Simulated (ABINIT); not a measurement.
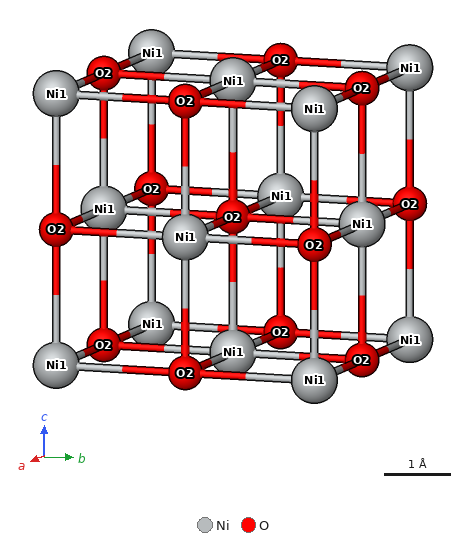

*The structure (ball-and-stick view of the cell 4 times as large as that of the calculation, set on its symmetry axes, seen slightly off an axis; atoms are numbered from 1 in the order of the input).*

Near neighbours in the crystal (not all of them lie inside the picture): Ni has 6 O at 2.09 Å; O has 6 Ni at 2.09 Å.

**Phonon calculation of NiO (part 1 of 3)**

NiO (Fm-3m, 2 atoms in the cell), computed with Kohn-Sham DFT of a periodic cell, PBEsol, PseudoDojo NC SR PBEsol v0.4.1 standard, spin-polarised (ABINIT 10.8.3).

The structure derives from an entry of the Crystallography Open Database.

Input file:
```
# Datasets
ndtset 2

# Pseudopotentials
pp_dirpath "./"
pseudos "Ni.upf, O.upf"

# Structure
acell 3*1.0
rprim
     0.0000000000     3.9417828252     3.9417828252
     3.9417828252     0.0000000000     3.9417828252
     3.9417828252     3.9417828252     0.0000000000
ntypat 2
znucl 28 8
natom 2
typat 1 2
xred
            0.0            0.0            0.0
            1/2            1/2            1/2

# Plane-wave basis
ecut 45.0

# k points
ngkpt 6 6 6
nshiftk 4
shiftk
     0.5000000000     0.5000000000     0.5000000000
     0.5000000000     0.0000000000     0.0000000000
     0.0000000000     0.5000000000     0.0000000000
     0.0000000000     0.0000000000     0.5000000000

# Exchange and correlation
ixc -116133

# Bands and occupations
nband 21
occopt 3
tsmear 0.05 eV

# Spin
nsppol 2
spinat
     0.0000000000     0.0000000000     1.0000000000
     0.0000000000     0.0000000000     0.0000000000

# SCF cycle
nstep 80

# Output
prteig 0
prtebands 0
prtwf 0
prtden 0
prtpot 0

# Dataset 1: ground state
kptopt1 1
tolvrs1 1.0e-15
prtwf1 1
tolwfr1 1.0e-14
nbdbuf1 4
nline1 6

# Dataset 2: response at q = 0 to atomic displacements
rfphon2 1
rfatpol2 1 2
rfdir2 1 1 1
getwfk2 1
kptopt2 2
nqpt2 1
qpt2 0.0 0.0 0.0
tolvrs2 1.0e-8
```

File mrgddb.in:
```
merged_DDB
NiO
2
runo_DS1_DDB
runo_DS2_DDB
```

File anaddb.abi:
```
ddb_filepath "merged_DDB"
output_file "anaddb.abo"
outdata_prefix "ana"
asr 2
chneut 0
dipdip 0
dieflag 0
enunit 0
eivec 1
nph1l 1
qph1l 0.0 0.0 0.0 1.0
```

Machine: 1 thread of Arm Neoverse V2, 24 GiB of memory available, shared host.

Launched with:
```bash
abinit run.abi > log 2>&1
mrgddb < mrgddb.in > mrgddb.log 2>&1
anaddb anaddb.abi > anaddb.log 2>&1
```

Output:
```
.Version 10.8.3 of ABINIT
 DATASET    1 : space group Fm -3 m (#225); Bravais cF (face-center cubic)
================================================================================
 Values of the parameters that define the memory need for DATASET  1.
     intxc =       0    ionmov =       0      iscf =       7    lmnmax =       6
     lnmax =       6     mgfft =      36  mpssoang =       3    mqgrid =    3001
     natom =       2  nloc_mem =       1    nspden =       2   nspinor =       1
    nsppol =       2      nsym =      48    n1xccc =    2501    ntypat =       2
    occopt =       3   xclevel =       2
       mpw =        1789          nfft =       46656          nkpt =          28
================================================================================
================================================================================

 DATASET    2 : space group Fm -3 m (#225); Bravais cF (face-center cubic)
================================================================================
 Values of the parameters that define the memory need for DATASET  2 (RF).
     intxc =       0      iscf =       7    lmnmax =       6     lnmax =       6
     mgfft =      36  mpssoang =       3    mqgrid =    3001     natom =       2
  nloc_mem =       1    nspden =       2   nspinor =       1    nsppol =       2
      nsym =      48    n1xccc =    2501    ntypat =       2    occopt =       3
   xclevel =       2
      nfft =       46656          nkpt =         432
================================================================================
================================================================================

--------------------------------------------------------------------------------
------------- Echo of variables that govern the present computation ------------
--------------------------------------------------------------------------------
 -outvars: echo values of preprocessed input variables --------
            acell      1.0000000000E+00  1.0000000000E+00  1.0000000000E+00 Bohr
              amu      5.86900000E+01  1.59994000E+01
             ecut      4.50000000E+01 Hartree
           getwfk1          0
           getwfk2          1
              ixc     -116133
           jdtset        1    2
                       outvar_i_n : Printing only first  50 k-points.
           kptopt1          1
           kptopt2          2
         kptrlatt        6   -6    6     -6    6    6     -6   -6    6
          kptrlen      4.73013939E+01
            natom           2
            nband1         21
            nband2         21
           nbdbuf1          4
           nbdbuf2          2
           ndtset           2
            ngfft          36      36      36
             nkpt1         28
             nkpt2        432
            nline1          6
            nline2          4
             nqpt1          0
             nqpt2          1
           nspden           2
           nsppol           2
            nstep          80
             nsym          48
           ntypat           2
                       prtocc : prtvol=0, do not print more k-points.
                       1.000000  1.000000  1.000000  1.000000  1.000000  1.000000
                       1.000000  1.000000  1.000000  1.000000  1.000000  1.000000
                       0.000000  0.000000  0.000000  0.000000  0.000000  0.000000
                       0.000000  0.000000  0.000000
                       1.000000  1.000000  1.000000  1.000000  1.000000  1.000000
                       1.000000  1.000000  1.000000  1.000000  1.000000  1.000000
                       0.000000  0.000000  0.000000  0.000000  0.000000  0.000000
                       0.000000  0.000000  0.000000
                       1.000000  1.000000  1.000000  1.000000  1.000000  1.000000
                       1.000000  1.000000  1.000000  1.000000  1.000000  1.000000
                       0.000000  0.000000  0.000000  0.000000  0.000000  0.000000
                       0.000000  0.000000  0.000000
                       1.000000  1.000000  1.000000  1.000000  1.000000  1.000000
                       1.000000  1.000000  1.000000  1.000000  1.000000  1.000000
                       0.000000  0.000000  0.000000  0.000000  0.000000  0.000000
                       0.000000  0.000000  0.000000
                       1.000000  1.000000  1.000000  1.000000  1.000000  1.000000
                       1.000000  1.000000  1.000000  1.000000  1.000000  1.000000
                       0.000000  0.000000  0.000000  0.000000  0.000000  0.000000
                       0.000000  0.000000  0.000000
                       1.000000  1.000000  1.000000  1.000000  1.000000  1.000000
                       1.000000  1.000000  1.000000  1.000000  1.000000  1.000000
                       0.000000  0.000000  0.000000  0.000000  0.000000  0.000000
                       0.000000  0.000000  0.000000
                       1.000000  1.000000  1.000000  1.000000  1.000000  1.000000
                       1.000000  1.000000  1.000000  1.000000  1.000000  1.000000
                       0.000000  0.000000  0.000000  0.000000  0.000000  0.000000
                       0.000000  0.000000  0.000000
                       1.000000  1.000000  1.000000  1.000000  1.000000  1.000000
                       1.000000  1.000000  1.000000  1.000000  1.000000  1.000000
                       0.000000  0.000000  0.000000  0.000000  0.000000  0.000000
                       0.000000  0.000000  0.000000
                       1.000000  1.000000  1.000000  1.000000  1.000000  1.000000
                       1.000000  1.000000  1.000000  1.000000  1.000000  1.000000
                       0.000000  0.000000  0.000000  0.000000  0.000000  0.000000
                       0.000000  0.000000  0.000000
                       1.000000  1.000000  1.000000  1.000000  1.000000  1.000000
                       1.000000  1.000000  1.000000  1.000000  1.000000  1.000000
                       0.000000  0.000000  0.000000  0.000000  0.000000  0.000000
                       0.000000  0.000000  0.000000
                       1.000000  1.000000  1.000000  1.000000  1.000000  1.000000
                       1.000000  1.000000  1.000000  1.000000  1.000000  1.000000
                       0.000000  0.000000  0.000000  0.000000  0.000000  0.000000
                       0.000000  0.000000  0.000000
                       1.000000  1.000000  1.000000  1.000000  1.000000  1.000000
                       1.000000  1.000000  1.000000  1.000000  1.000000  1.000000
                       0.000000  0.000000  0.000000  0.000000  0.000000  0.000000
                       0.000000  0.000000  0.000000
                       1.000000  1.000000  1.000000  1.000000  1.000000  1.000000
                       1.000000  1.000000  1.000000  1.000000  1.000000  1.000000
                       0.000000  0.000000  0.000000  0.000000  0.000000  0.000000
                       0.000000  0.000000  0.000000
                       1.000000  1.000000  1.000000  1.000000  1.000000  1.000000
                       1.000000  1.000000  1.000000  1.000000  1.000000  1.000000
                       0.000000  0.000000  0.000000  0.000000  0.000000  0.000000
                       0.000000  0.000000  0.000000
                       1.000000  1.000000  1.000000  1.000000  1.000000  1.000000
                       1.000000  1.000000  1.000000  1.000000  1.000000  1.000000
                       0.000000  0.000000  0.000000  0.000000  0.000000  0.000000
                       0.000000  0.000000  0.000000
                       1.000000  1.000000  1.000000  1.000000  1.000000  1.000000
                       1.000000  1.000000  1.000000  1.000000  1.000000  1.000000
                       0.000000  0.000000  0.000000  0.000000  0.000000  0.000000
                       0.000000  0.000000  0.000000
                       1.000000  1.000000  1.000000  1.000000  1.000000  1.000000
                       1.000000  1.000000  1.000000  1.000000  1.000000  1.000000
                       0.000000  0.000000  0.000000  0.000000  0.000000  0.000000
                       0.000000  0.000000  0.000000
                       1.000000  1.000000  1.000000  1.000000  1.000000  1.000000
                       1.000000  1.000000  1.000000  1.000000  1.000000  1.000000
                       0.000000  0.000000  0.000000  0.000000  0.000000  0.000000
                       0.000000  0.000000  0.000000
                       1.000000  1.000000  1.000000  1.000000  1.000000  1.000000
                       1.000000  1.000000  1.000000  1.000000  1.000000  1.000000
                       0.000000  0.000000  0.000000  0.000000  0.000000  0.000000
                       0.000000  0.000000  0.000000
                       1.000000  1.000000  1.000000  1.000000  1.000000  1.000000
                       1.000000  1.000000  1.000000  1.000000  1.000000  1.000000
                       0.000000  0.000000  0.000000  0.000000  0.000000  0.000000
                       0.000000  0.000000  0.000000
                       1.000000  1.000000  1.000000  1.000000  1.000000  1.000000
                       1.000000  1.000000  1.000000  1.000000  1.000000  1.000000
                       0.000000  0.000000  0.000000  0.000000  0.000000  0.000000
                       0.000000  0.000000  0.000000
                       1.000000  1.000000  1.000000  1.000000  1.000000  1.000000
                       1.000000  1.000000  1.000000  1.000000  1.000000  1.000000
                       0.000000  0.000000  0.000000  0.000000  0.000000  0.000000
                       0.000000  0.000000  0.000000
                       1.000000  1.000000  1.000000  1.000000  1.000000  1.000000
                       1.000000  1.000000  1.000000  1.000000  1.000000  1.000000
                       0.000000  0.000000  0.000000  0.000000  0.000000  0.000000
                       0.000000  0.000000  0.000000
                       1.000000  1.000000  1.000000  1.000000  1.000000  1.000000
                       1.000000  1.000000  1.000000  1.000000  1.000000  1.000000
                       0.000000  0.000000  0.000000  0.000000  0.000000  0.000000
                       0.000000  0.000000  0.000000
                       1.000000  1.000000  1.000000  1.000000  1.000000  1.000000
                       1.000000  1.000000  1.000000  1.000000  1.000000  1.000000
                       0.000000  0.000000  0.000000  0.000000  0.000000  0.000000
                       0.000000  0.000000  0.000000
                       1.000000  1.000000  1.000000  1.000000  1.000000  1.000000
                       1.000000  1.000000  1.000000  1.000000  1.000000  1.000000
                       0.000000  0.000000  0.000000  0.000000  0.000000  0.000000
                       0.000000  0.000000  0.000000
                       1.000000  1.000000  1.000000  1.000000  1.000000  1.000000
                       1.000000  1.000000  1.000000  1.000000  1.000000  1.000000
                       0.000000  0.000000  0.000000  0.000000  0.000000  0.000000
                       0.000000  0.000000  0.000000
                       1.000000  1.000000  1.000000  1.000000  1.000000  1.000000
                       1.000000  1.000000  1.000000  1.000000  1.000000  1.000000
                       0.000000  0.000000  0.000000  0.000000  0.000000  0.000000
                       0.000000  0.000000  0.000000
                       1.000000  1.000000  1.000000  1.000000  1.000000  1.000000
                       1.000000  1.000000  1.000000  1.000000  1.000000  1.000000
                       0.000000  0.000000  0.000000  0.000000  0.000000  0.000000
                       0.000000  0.000000  0.000000
                       1.000000  1.000000  1.000000  1.000000  1.000000  1.000000
                       1.000000  1.000000  1.000000  1.000000  1.000000  1.000000
                       0.000000  0.000000  0.000000  0.000000  0.000000  0.000000
                       0.000000  0.000000  0.000000
                       1.000000  1.000000  1.000000  1.000000  1.000000  1.000000
                       1.000000  1.000000  1.000000  1.000000  1.000000  1.000000
                       0.000000  0.000000  0.000000  0.000000  0.000000  0.000000
                       0.000000  0.000000  0.000000
                       1.000000  1.000000  1.000000  1.000000  1.000000  1.000000
                       1.000000  1.000000  1.000000  1.000000  1.000000  1.000000
                       0.000000  0.000000  0.000000  0.000000  0.000000  0.000000
                       0.000000  0.000000  0.000000
                       1.000000  1.000000  1.000000  1.000000  1.000000  1.000000
                       1.000000  1.000000  1.000000  1.000000  1.000000  1.000000
                       0.000000  0.000000  0.000000  0.000000  0.000000  0.000000
                       0.000000  0.000000  0.000000
                       1.000000  1.000000  1.000000  1.000000  1.000000  1.000000
                       1.000000  1.000000  1.000000  1.000000  1.000000  1.000000
                       0.000000  0.000000  0.000000  0.000000  0.000000  0.000000
                       0.000000  0.000000  0.000000
                       1.000000  1.000000  1.000000  1.000000  1.000000  1.000000
                       1.000000  1.000000  1.000000  1.000000  1.000000  1.000000
                       0.000000  0.000000  0.000000  0.000000  0.000000  0.000000
                       0.000000  0.000000  0.000000
                       1.000000  1.000000  1.000000  1.000000  1.000000  1.000000
                       1.000000  1.000000  1.000000  1.000000  1.000000  1.000000
                       0.000000  0.000000  0.000000  0.000000  0.000000  0.000000
                       0.000000  0.000000  0.000000
                       1.000000  1.000000  1.000000  1.000000  1.000000  1.000000
                       1.000000  1.000000  1.000000  1.000000  1.000000  1.000000
                       0.000000  0.000000  0.000000  0.000000  0.000000  0.000000
                       0.000000  0.000000  0.000000
                       1.000000  1.000000  1.000000  1.000000  1.000000  1.000000
                       1.000000  1.000000  1.000000  1.000000  1.000000  1.000000
                       0.000000  0.000000  0.000000  0.000000  0.000000  0.000000
                       0.000000  0.000000  0.000000
                       1.000000  1.000000  1.000000  1.000000  1.000000  1.000000
                       1.000000  1.000000  1.000000  1.000000  1.000000  1.000000
                       0.000000  0.000000  0.000000  0.000000  0.000000  0.000000
                       0.000000  0.000000  0.000000
```
